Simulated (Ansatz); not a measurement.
## Geometry relaxation, with input and output: CdS (part 2 of 2)

The same run, continued: CdS (4 atoms in the cell); DFT PBEsol, scalar-relativistic, plane waves, PAW, no spin polarisation (Ansatz 0.2.0); cutoff 420 eV, 9×9×4 k-mesh, Gaussian smearing of 0.02 eV. The structure derives from an entry of the Crystallography Open Database.

Geometry of the input (Å; fractional positions):
```
4.1500  0.0000  0.0000
-2.0750  3.5940  0.0000
0.0000  0.0000  6.7370
Cd 0.3333  0.6667  0.0000
Cd 0.6667  0.3333  0.5000
S  0.3333  0.6667  0.3750
S  0.6667  0.3333  0.8750
```

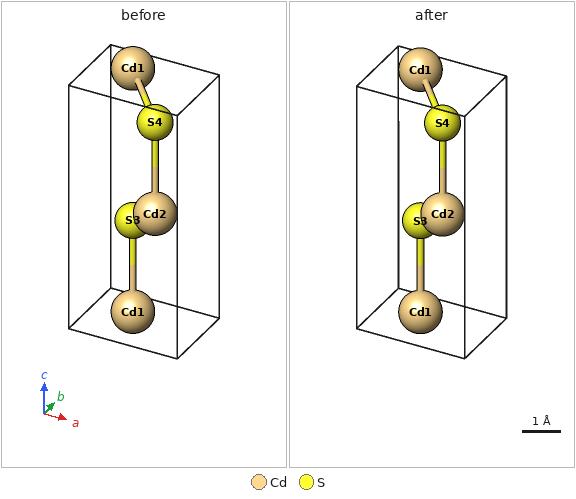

*Before (left) and after (right) the relaxation, at one scale (ball-and-stick view of the cell of the calculation, seen slightly off an axis).*

The largest moves relative to the cell, 0.005 Å, are those of Cd1, Cd2, S3 and S4. Largest moves by element: Cd 0.005 Å, S 0.005 Å. Cell: a = b 4.150 → 4.124 Å (−0.6 %), c 6.737 → 6.710 Å (−0.4 %). Volume −1.7 %. Among the contacts that change: Cd1–S4 2.540 → 2.521 Å. The space group stays P6_3mc (No. 186). The energy falls by 1.6 meV per atom in 3 geometry steps. The largest force component goes from 0.066 to 0.0011 eV/Å. Pressure: −0.98 GPa at the start and 0.00 GPa at the end. A last SCF at the same geometry on a re-selected plane-wave basis shifts the energy by +0.1 meV per atom. (Atoms are counted from 1 in the order of the input.)

```
basis re-selected at this cell: Δ(F+E_penalty+E_count) = +2.452e-4 eV, ΔP = +0.001 GPa vs the last step (what re-selecting the basis moved, of the pressure what is left beyond the Pulay correction that the steps carried, after the strain that the cell walked since its last selection, with what the two solves' SCF thresholds leave and, on support functions, any second-order correction that the steps lacked; it is no measure of the basis error at this ecutwfc). The dense FFT grid was sized anew with the basis: this SCF ran on 30×30×45 points, the steps before it on 30×30×48, so part of this shift can come from that change (see relax.cell in the input reference). This SCF's stress stands 1.05e-2 GPa from its target on what of the cell is left free (relax.cell.stress_tol is 5.00e-2 GPa) and its largest allowed force component is 1.11e-3 eV/Å (relax.f_tol is 5.00e-3 eV/Å): within both
SCF converged after 5 iterations
Free energy (F): -18140.452978 eV
Harris-Foulkes:  -18140.452978 eV  (|F-HF|=1.46e-11)
Internal energy: -18140.452978 eV  (E = F + TS)
E sigma→0 (E₀):  -18140.452978 eV
Fermi energy:    7.408141 eV
--- Per-component energies (eV) ---
  E_band       = -1015.382195
  E_kinetic    = 1222.733528
  E_local      = -8023.224008  (includes V_loc(G=0)·N_el)
  E_nonlocal   = 130.865967
  E_hartree    = 3679.954045
  E_xc         = -542.562764
  E_vxc        = -616.033231  (∫ρ·V_xc dr)
  E_paw        = -9196.460638  (= ΣΔE_a)
  E_vpaw       = -1089.632606  (= ΣTr[D̂ρ^β])
  E_aug_tail   = 0.000029  (compensation charges beyond the density's cutoff)
  E_ewald      = -5412.566956
  E_core_change = 0.807818  (= ΣΔE_core)
  E_smearing   = -0.000000  (= −TS)
  E_closure    = 0.000000  (closes the sum)
  Σ components = -18140.452978   (vs F -18140.452978, Δ=0.00e0)
--- Forces (eV/Å), atoms counted from 1 ---
  atom   1  Cd    -0.00000000    -0.00000000    -0.00110642
  atom   2  Cd     0.00000000     0.00000000    -0.00110642
  atom   3  S     -0.00000000    -0.00000000     0.00110772
  atom   4  S      0.00000000     0.00000000     0.00110772
  max |Σ_I F_I| component: 2.60e-6 eV/Å
--- Stress (GPa, compression-positive) ---
        0.000821       0.000000       0.000000
       -0.000000       0.000821       0.000000
        0.000000       0.000000       0.010531
  P = ⅓ Tr σ = 0.0041 GPa (0.041 kbar)
--- Band table (eV; the first three rows and the last of 36) ---
  k-point 0: bands = ["-94.3373", "-94.3373", "-55.4400", "-55.4400", "-55.4399", "-55.4399", "-55.4399", "-55.4393", "-5.5468", "-5.0955", "-0.8575", "-0.8504", "-0.8504", "-0.7638", "-0.7638", "-0.4193", "-0.4193", "-0.3237", "-0.3237", "0.0236", "2.3798", "6.0836", "6.0836", "6.8133", "6.8616", "6.8616", "7.9545", "9.5410", "13.2214", "13.2214", "13.5132", "14.3299"]
  k-point 1: bands = ["-94.3373", "-94.3373", "-55.4400", "-55.4400", "-55.4399", "-55.4399", "-55.4398", "-55.4394", "-5.4794", "-5.1592", "-0.8412", "-0.8412", "-0.8128", "-0.7801", "-0.7801", "-0.4022", "-0.4022", "-0.3345", "-0.3345", "-0.2635", "3.0187", "5.7831", "6.1908", "6.1908", "6.7402", "6.7402", "8.8693", "9.6181", "13.0213", "13.2900", "13.2900", "13.8210"]
  k-point 2: bands = ["-94.3373", "-94.3373", "-55.4400", "-55.4400", "-55.4400", "-55.4400", "-55.4396", "-55.4396", "-5.3175", "-5.3175", "-0.8142", "-0.8142", "-0.8142", "-0.8142", "-0.6326", "-0.6326", "-0.3653", "-0.3653", "-0.3653", "-0.3653", "4.3355", "4.3355", "6.4585", "6.4585", "6.4585", "6.4585", "9.6169", "9.6169", "12.9040", "12.9040", "13.5692", "13.5692"]
  k-point 35: bands = ["-94.3373", "-94.3373", "-55.4404", "-55.4404", "-55.4403", "-55.4403", "-55.4395", "-55.4395", "-4.9906", "-4.9906", "-0.6624", "-0.6624", "-0.6446", "-0.6446", "-0.4144", "-0.4144", "-0.4039", "-0.4039", "0.1861", "0.1861", "2.7471", "2.7471", "4.3530", "4.3530", "5.7096", "5.7096", "11.1649", "11.1649", "12.8193", "12.8193", "13.2543", "13.2543"]
--- Relaxed structure (4 steps of the walk, 4 accepted, 1 SCFs on fresh bases) ---
  F+E_penalty+E_count = -18140.45297799 eV   max|allowed force component| = 1.107e-3 eV/Å   (the final SCF, on the basis selected at the relaxed cell)
  cell:  # Å, volume = 98.8146 Å³
    - [4.123823223331775, 0.0, -6.347676300249939e-18]
    - [-2.0619116116658875, 3.571335672121546, 3.173838150124969e-18]
    - [-1.0304649454172552e-17, 7.442370864472132e-34, 6.709501289590147]
  atoms:
    - { symbol: Cd, position: [0.3333333333333333, 0.6666666666666666, -0.0007597462132591377] }
    - { symbol: Cd, position: [0.6666666666666666, 0.3333333333333333, 0.4992402537867408] }
    - { symbol: S, position: [0.3333333333333333, 0.6666666666666666, 0.3757597462132591] }
    - { symbol: S, position: [0.6666666666666666, 0.3333333333333333, 0.8757597462132589] }
```

Trajectory as extended XYZ (Å, eV, eV/Å), 5 frames, from step=1 to step=5
```
4
Lattice="4.1500 0.0000 0.0000 -2.0750 3.5940 0.0000 0.0000 0.0000 6.7370" Properties=species:S:1:pos:R:3:forces:R:3 step=1 energy=-18140.44684 pressure_GPa=-0.98
Cd    0.0000    2.3960    0.0000    0.0000   0.0000  -0.0656
Cd    2.0750    1.1980    3.3685    0.0000   0.0000  -0.0656
S     0.0000    2.3960    2.5264    0.0000   0.0000   0.0656
S     2.0750    1.1980    5.8949    0.0000   0.0000   0.0656
4
Lattice="4.1225 0.0000 0.0000 -2.0612 3.5702 0.0000 0.0000 0.0000 6.7096" Properties=species:S:1:pos:R:3:forces:R:3 step=2 energy=-18140.45312 pressure_GPa=0.04
Cd    0.0000    2.3801   -0.0026    0.0000   0.0000  -0.0224
Cd    2.0612    1.1901    3.3522    0.0000   0.0000  -0.0224
S     0.0000    2.3801    2.5187    0.0000   0.0000   0.0223
S     2.0612    1.1901    5.8735    0.0000   0.0000   0.0223
4
Lattice="4.1227 0.0000 0.0000 -2.0614 3.5704 0.0000 0.0000 0.0000 6.7120" Properties=species:S:1:pos:R:3:forces:R:3 step=3 energy=-18140.45321 pressure_GPa=0.01
Cd    0.0000    2.3803   -0.0039    0.0000   0.0000  -0.0079
Cd    2.0614    1.1901    3.3521    0.0000   0.0000  -0.0079
S     0.0000    2.3803    2.5209    0.0000   0.0000   0.0079
S     2.0614    1.1901    5.8769    0.0000   0.0000   0.0079
4
Lattice="4.1238 0.0000 0.0000 -2.0619 3.5713 0.0000 0.0000 0.0000 6.7095" Properties=species:S:1:pos:R:3:forces:R:3 step=4 energy=-18140.45322 pressure_GPa=0.00
Cd    0.0000    2.3809   -0.0051    0.0000   0.0000  -0.0011
Cd    2.0619    1.1904    3.3497    0.0000   0.0000  -0.0011
S     0.0000    2.3809    2.5212    0.0000   0.0000   0.0011
S     2.0619    1.1904    5.8759    0.0000   0.0000   0.0011
4
Lattice="4.1238 0.0000 0.0000 -2.0619 3.5713 0.0000 0.0000 0.0000 6.7095" Properties=species:S:1:pos:R:3:forces:R:3 step=5 energy=-18140.45298 pressure_GPa=0.00
Cd    0.0000    2.3809   -0.0051    0.0000   0.0000  -0.0011
Cd    2.0619    1.1904    3.3497    0.0000   0.0000  -0.0011
S     0.0000    2.3809    2.5212    0.0000   0.0000   0.0011
S     2.0619    1.1904    5.8759    0.0000   0.0000   0.0011
```

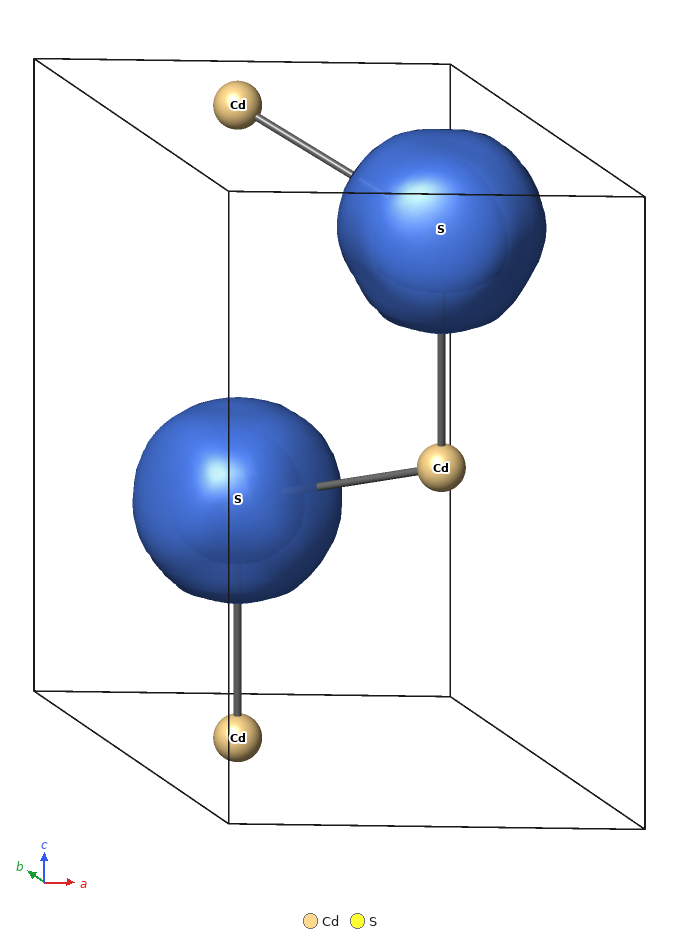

*Isosurface of the ELF at 0.8 (blue), seen at an oblique angle. Only the valence region is drawn (cores and ρ < 0.01 e/Å³ removed). Sticks mark near contacts. The outline is the cell set on symmetry axes.*

Along the contacts the grid gives the following. Cd–S (2.52 Å): the ELF is about 0.30 at the midpoint. The fields are those of the smooth PAW valence density.

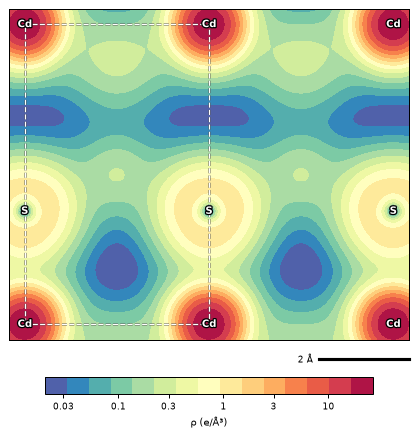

*Valence electron density on the (100) plane of the conventional cell.*

Atoms in the plane: Cd and S. Cd–S (2.53 Å): ρ is about 0.42 e/Å³ halfway. Away from the nuclei the density in this plane falls to 0.02 e/Å³ at its lowest.
